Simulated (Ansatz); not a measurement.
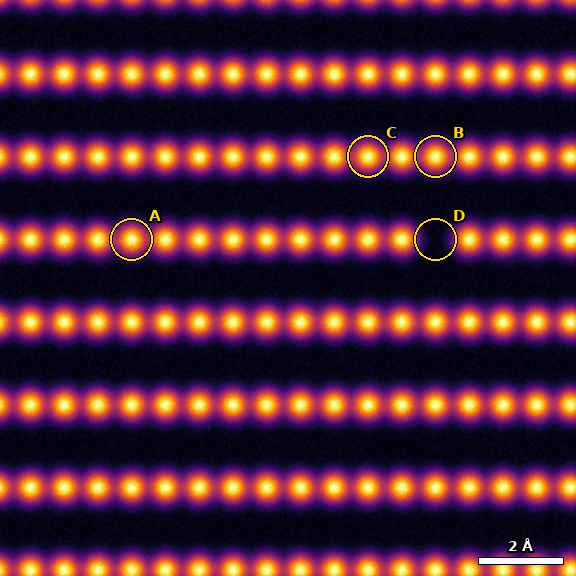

Dark-field STEM-like image of Cu (Im-3m, No. 229) along [211]. Simulated incoherent Z contrast: every atom adds Z^1.7 spread by a probe of 0.50 Å full width; channelling and multiple scattering are left out. The display is stretched by a gamma of 0.65; percentages refer to the linear signal. Shot noise was added.

The sample is 1 repeat (7.0 Å) thick. One point defect was put into the perfect crystal, without relaxing the atoms around it. Brightness is counted from the darkest point of the image. Host structure: the geometry given to an electronic-structure calculation, possibly off equilibrium; the starting structure was generated, so it need not be a known form of this composition.

> Which ringed column holds the defect, and does it scatter more or less than its equals?

D; it scatters less. The column holds 1 atom (Cu) through the sample, and one Cu atom is missing, so its peak vanishes.
